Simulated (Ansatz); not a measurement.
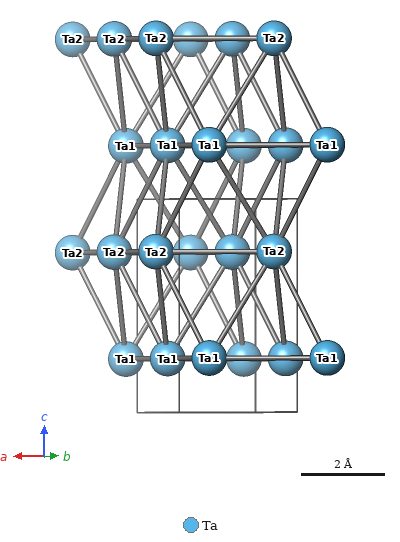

Fig. 1: The structure (ball-and-stick view of the cell of the calculation, repeated 2 × 3 × 2, seen at an oblique angle; atoms are numbered from 1 in the order of the input). An atom can appear more than once, as a periodic image. Near neighbours in the periodic cell (some may lie outside the picture): Ta has 12 Ta at 2.90 to 3.08 Å.

# What a change does: single-point calculation on Ta

System: Ta (2 atoms in the cell).
Method of run 1: Kohn-Sham DFT of a periodic cell, PBEsol0, Ansatz PAW, no spin polarisation (Ansatz 0.2.0).

The structure derives from a Materials Project entry. Text and figures count atoms from 1; the logs count them from 0 in places.

## Input file, run 1
```yaml
crystal:
  lattice:
    - [2.9003720726, 0.0, 0.0]
    - [-1.4501860363, 2.5117958953, 0.0]
    - [0.0, 0.0, 5.166274]
  atoms:
    - { symbol: Ta, position: [0.3333333333, 0.6666666667, 0.25] }
    - { symbol: Ta, position: [0.6666666667, 0.3333333333, 0.75] }
hamiltonian:
  xc: { exchange: pbesol, correlation: pbesol, exx: { coeff: 0.25 } }
  pseudopotentials: { kind: paw }
kpoints:
  mp_grid: { grid: [6, 6, 3] }
scf:
  occupations: { method: fermi_dirac, width: 0.05 }
output:
  forces: true
  stress: true
  eigenvalues: true
  write_density: true
  write_potential: true
  elf: true
  volumetric_format: npy
```

Hardware: 1 × NVIDIA H100 80GB HBM3, 2 threads of AMD EPYC (Zen 3), 144 GiB of memory available, shared host.

## Output, shortened to warnings, some set-up lines, iterations and results (run 1)
```
Warning: output.stress: scf.convergence.dr2_threshold = 1e-7 eV (the SCF's general default) is looser than the 2e-10 eV advised for a printed stress (1e-10 eV for each atom of the cell: 2). What an SCF threshold leaves in a stress goes as its square root, and in the free energy as the threshold itself, and one threshold admits the most on a small cell: of the crystals measured, under no hybrid …
Warning: output.stress: scf.exx.energy_threshold = 1e-6 eV is looser than the 2e-8 eV advised for a stress under a hybrid functional (1e-8 eV for each atom of the cell: 2). Every SCF of the exchange loop can meet its threshold on dr2 while the loop round them stops early: no threshold on dr2 bounds what that leaves in the stress. Set scf.exx.energy_threshold to 2e-8 eV or tighter. The threshold …
Basis set: ecut = 420 eV, 725 PW (Γ), exchange–correlation on 40×40×72 points (8 copies of the dense FFT grid, shifted against one another)
Symmetry: 24 space group operations
k-points: 14 of 108
Initial density: superposition of atomic densities (neutral atoms: chi_scale 0, normalization atom), corrected by the library's trained network
[...]
SCF iter   1: F=—  HF=-19612.371834 eV  |F-HF|=—  |Δ(HF+E_count)|=         —  Δρ=7.79e-3  dr2=1.24e-2  ethr=1.77e-3  ⟨swp⟩=5.1  Hψ=925  notcnv=0
SCF iter   2: F=—  HF=-19612.370315 eV  |F-HF|=—  |Δ(HF+E_count)|=   1.52e-3  Δρ=4.48e-3  dr2=4.33e-3  ethr=4.79e-5  ⟨swp⟩=2.6  Hψ=449  notcnv=0
SCF iter   3: F=—  HF=-19612.369079 eV  |F-HF|=—  |Δ(HF+E_count)|=   1.24e-3  Δρ=6.43e-4  dr2=1.56e-4  ethr=5.59e-7  ⟨swp⟩=3.3  Hψ=1078  notcnv=0
SCF iter   4: F=—  HF=-19612.369028 eV  |F-HF|=—  |Δ(HF+E_count)|=   5.18e-5  Δρ=1.76e-4  dr2=8.12e-6  ethr=5.59e-7  ⟨swp⟩=3.0  Hψ=580  notcnv=0
SCF iter   5: F=—  HF=-19612.369022 eV  |F-HF|=—  |Δ(HF+E_count)|=   5.37e-6  Δρ=2.96e-5  dr2=2.22e-7  ethr=3.12e-8  ⟨swp⟩=3.0  Hψ=613  notcnv=0
[... 18 lines ...]
SCF iter   6: F=—  HF=-19678.408202 eV  |F-HF|=—  |Δ(HF+E_count)|=   2.48e-8  Δρ=1.51e-6  dr2=3.47e-7  ethr=3.68e-11  ⟨swp⟩=3.2  Hψ=568  notcnv=0
SCF iter   7: F=—  HF=-19678.408203 eV  |F-HF|=—  |Δ(HF+E_count)|=   1.09e-6  Δρ=7.83e-6  dr2=8.34e-8  ethr=1.71e-12  ⟨swp⟩=5.6  Hψ=791  notcnv=0
SCF iter   8: F=—  HF=-19678.408204 eV  |F-HF|=—  |Δ(HF+E_count)|=   2.26e-7  Δρ=4.19e-6  dr2=1.86e-8  ethr=1.71e-12  ⟨swp⟩=5.1  Hψ=712  notcnv=0  defer=1
SCF iter   9: F=-19678.408204 eV  HF=-19678.408204 eV  |F-HF|=1.09e-11  |Δ(HF+E_count)|=   6.10e-8  Δρ=2.60e-7  dr2=5.19e-11  ethr=1.71e-12  ⟨swp⟩=4.9  Hψ=694  notcnv=0  …
SCF 4 converged in 9 iterations: F = -19678.408204 eV  dr2 = 5.19e-11
  Residual-converged pass: ⟨swp⟩=1.9  Hψ=268  notcnv=0  max |occ|·‖R‖ = 2.4e-6 eV (tolerance 2.4e-6 eV)  dr2=5.19e-11  dr2_onsite=6.53e-13  max |Δocc| = 1.3e-14
hybrid outer 3: dexx = +6.863e-5 eV, tail = 1.64e-8 eV, Δε = 9.50e-3 eV (about 1.23e-4 eV left of the loop's levels)
hybrid SCF converged: 3 outer / 17 inner (+7 warm-up), last move |dexx| = 6.86e-5 eV, tail = 1.64e-8 eV
Stability not checked: this state was not tested for a lower state beside it, because the functional holds exact exchange (a hybrid, or Hartree-Fock), whose exchange loop this test does not read (fock_operator; see scf.lower_state_search)
Free energy (F): -19678.408203 eV
Frozen-core exchange: fock
Harris-Foulkes:  -19678.408203 eV  (|F-HF|=1.09e-11)
Internal energy: -19678.401485 eV  (E = F + TS)
E sigma→0 (E₀):  -19678.404844 eV
Entropy (-TS):   -0.006718 eV (-3.359 meV/atom)
Fermi energy:    17.817940 eV
--- Per-component energies (eV) ---
  E_band       = -291.879992
  E_kinetic    = 725.871290
  E_local      = -1147.596224  (includes V_loc(G=0)·N_el)
  E_nonlocal   = 38.466837
  E_hartree    = 392.060796
  E_xc         = -333.885261
  E_vxc        = -313.167960  (∫ρ·V_xc dr)
  E_exx        = -81.724736  (= α·E_x^exact, valence–valence)
  E_paw        = -16625.775599  (= ΣΔE_a)
  E_vpaw       = -216.126365  (= ΣTr[D̂ρ^β])
  E_aug_tail   = 0.000297  (compensation charges beyond the density's cutoff)
  E_ewald      = -2639.413084
  E_core_change = -6.405802  (= ΣΔE_core)
  E_smearing   = -0.006718  (= −TS)
  E_closure    = -0.000000  (closes the sum)
  Σ components = -19678.408203   (vs F -19678.408203, Δ=-3.64e-12)
--- Forces (eV/Å), atoms counted from 1 ---
  atom   1  Ta    -0.00000000    -0.00000000     0.00000000
  atom   2  Ta     0.00000000     0.00000000     0.00000000
  max |Σ_I F_I| component: 4.63e-18 eV/Å
--- Stress (GPa, compression-positive) ---
       -8.523298      -0.000000       0.000000
        0.000000      -8.523298       0.000000
        0.000000       0.000000      -8.155860
  P = ⅓ Tr σ = -8.4008 GPa (-84.008 kbar)
```

For run 2 the input was changed thus:
```diff
-  xc: { exchange: pbesol, correlation: pbesol, exx: { coeff: 0.25 } }
+  xc: pbe0
-  write_density: true
-  write_potential: true
-  elf: true
-  volumetric_format: npy
```

How does run 2 compare with run 1?

The total energies belong to different methods, so their difference says nothing on which is more stable or more accurate. The pressure goes from −8.40 to −3.80 GPa. The number of SCF iterations is the same.

## Output, shortened to warnings, some set-up lines, iterations and results (run 2)
```
Warning: output.stress: scf.convergence.dr2_threshold = 1e-7 eV (the SCF's general default) is looser than the 2e-10 eV advised for a printed stress (1e-10 eV for each atom of the cell: 2). What an SCF threshold leaves in a stress goes as its square root, and in the free energy as the threshold itself, and one threshold admits the most on a small cell: of the crystals measured, under no hybrid …
Warning: output.stress: scf.exx.energy_threshold = 1e-6 eV is looser than the 2e-8 eV advised for a stress under a hybrid functional (1e-8 eV for each atom of the cell: 2). Every SCF of the exchange loop can meet its threshold on dr2 while the loop round them stops early: no threshold on dr2 bounds what that leaves in the stress. Set scf.exx.energy_threshold to 2e-8 eV or tighter. The threshold …
Basis set: ecut = 420 eV, 725 PW (Γ), exchange–correlation on 40×40×72 points (8 copies of the dense FFT grid, shifted against one another)
Symmetry: 24 space group operations
k-points: 14 of 108
Initial density: superposition of atomic densities (neutral atoms: chi_scale 0, normalization atom), corrected by the library's trained network
[...]
SCF iter   1: F=—  HF=-19863.935131 eV  |F-HF|=—  |Δ(HF+E_count)|=         —  Δρ=7.22e-3  dr2=1.03e-2  ethr=1.77e-3  ⟨swp⟩=5.1  Hψ=925  notcnv=0
SCF iter   2: F=—  HF=-19863.934758 eV  |F-HF|=—  |Δ(HF+E_count)|=   3.73e-4  Δρ=4.21e-3  dr2=3.70e-3  ethr=3.97e-5  ⟨swp⟩=2.8  Hψ=452  notcnv=0
SCF iter   3: F=—  HF=-19863.934024 eV  |F-HF|=—  |Δ(HF+E_count)|=   7.34e-4  Δρ=6.04e-4  dr2=1.29e-4  ethr=4.51e-7  ⟨swp⟩=3.4  Hψ=1050  notcnv=0
SCF iter   4: F=—  HF=-19863.933991 eV  |F-HF|=—  |Δ(HF+E_count)|=   3.28e-5  Δρ=1.73e-4  dr2=7.67e-6  ethr=4.51e-7  ⟨swp⟩=3.0  Hψ=575  notcnv=0
SCF iter   5: F=—  HF=-19863.933986 eV  |F-HF|=—  |Δ(HF+E_count)|=   4.92e-6  Δρ=2.87e-5  dr2=1.82e-7  ethr=2.95e-8  ⟨swp⟩=3.0  Hψ=608  notcnv=0
[... 18 lines ...]
SCF iter   6: F=—  HF=-19859.936748 eV  |F-HF|=—  |Δ(HF+E_count)|=   1.82e-8  Δρ=1.84e-6  dr2=4.10e-7  ethr=3.32e-11  ⟨swp⟩=3.0  Hψ=528  notcnv=0
SCF iter   7: F=—  HF=-19859.936749 eV  |F-HF|=—  |Δ(HF+E_count)|=   1.27e-6  Δρ=8.35e-6  dr2=1.02e-7  ethr=2.29e-12  ⟨swp⟩=5.5  Hψ=788  notcnv=0  defer=1
SCF iter   8: F=—  HF=-19859.936749 eV  |F-HF|=—  |Δ(HF+E_count)|=   2.74e-7  Δρ=4.50e-6  dr2=2.32e-8  ethr=2.29e-12  ⟨swp⟩=5.1  Hψ=713  notcnv=0  defer=1
SCF iter   9: F=-19859.936749 eV  HF=-19859.936749 eV  |F-HF|=1.82e-11  |Δ(HF+E_count)|=   7.77e-8  Δρ=3.30e-7  dr2=5.94e-11  ethr=2.29e-12  ⟨swp⟩=5.0  Hψ=696  notcnv=0  …
SCF 4 converged in 9 iterations: F = -19859.936749 eV  dr2 = 5.94e-11
  Residual-converged pass: ⟨swp⟩=1.9  Hψ=276  notcnv=0  max |occ|·‖R‖ = 2.2e-6 eV (tolerance 2.4e-6 eV)  dr2=5.94e-11  dr2_onsite=1.25e-12  max |Δocc| = 2.6e-14
hybrid outer 3: dexx = +7.554e-5 eV, tail = 1.76e-8 eV, Δε = 9.83e-3 eV (about 1.28e-4 eV left of the loop's levels)
hybrid SCF converged: 3 outer / 17 inner (+7 warm-up), last move |dexx| = 7.55e-5 eV, tail = 1.76e-8 eV
Stability not checked: this state was not tested for a lower state beside it, because the functional holds exact exchange (a hybrid, or Hartree-Fock), whose exchange loop this test does not read (fock_operator; see scf.lower_state_search)
Free energy (F): -19859.936749 eV
Frozen-core exchange: fock
Harris-Foulkes:  -19859.936749 eV  (|F-HF|=1.82e-11)
Internal energy: -19859.929887 eV  (E = F + TS)
E sigma→0 (E₀):  -19859.933318 eV
Entropy (-TS):   -0.006862 eV (-3.431 meV/atom)
Fermi energy:    17.939412 eV
--- Per-component energies (eV) ---
  E_band       = -288.692013
  E_kinetic    = 725.978050
  E_local      = -1141.763665  (includes V_loc(G=0)·N_el)
  E_nonlocal   = 33.127298
  E_hartree    = 391.835796
  E_xc         = -335.784724
  E_vxc        = -313.544378  (∫ρ·V_xc dr)
  E_exx        = -81.738509  (= α·E_x^exact, valence–valence)
  E_paw        = -16805.436301  (= ΣΔE_a)
  E_vpaw       = -212.684240  (= ΣTr[D̂ρ^β])
  E_aug_tail   = 0.000313  (compensation charges beyond the density's cutoff)
  E_ewald      = -2639.413084
  E_core_change = -6.735059  (= ΣΔE_core)
  E_smearing   = -0.006862  (= −TS)
  E_closure    = -0.000000  (closes the sum)
  Σ components = -19859.936749   (vs F -19859.936749, Δ=0.00e0)
--- Forces (eV/Å), atoms counted from 1 ---
  atom   1  Ta    -0.00000000    -0.00000000     0.00000000
  atom   2  Ta     0.00000000     0.00000000     0.00000000
  max |Σ_I F_I| component: 4.63e-18 eV/Å
--- Stress (GPa, compression-positive) ---
       -3.628722       0.000000       0.000000
       -0.000000      -3.628722       0.000000
        0.000000       0.000000      -4.130974
  P = ⅓ Tr σ = -3.7961 GPa (-37.961 kbar)
```

## The two runs side by side

| quantity | run 1 | run 2 |
| --- | --- | --- |
| outcome | converged | converged |
| free energy per atom (eV) | −9839.2041 | −9929.9684 |
| energy per atom, smearing taken to zero (eV) | −9839.2024 | −9929.9667 |
| gap on the mesh (eV) | 0.00 | 0.00 |
| pressure (GPa) | −8.40 | −3.80 |
| largest force (eV/Å) | 0.000 | 0.000 |
| SCF iterations | 24 | 24 |
| irreducible k-points | 14 | 14 |
| plane waves at Γ | 725 | 725 |
| wall time (shared host) | 10 s | 13 s |

For both runs: Warnings: the exchange loop's threshold is looser than advised for the stress; the SCF threshold is looser than advised for the printed stress. Spin–orbit coupling is left out, which matters for Ta. For run 1: The cell is under a tension of 8.4 GPa at this level, so it is not at its equilibrium volume.
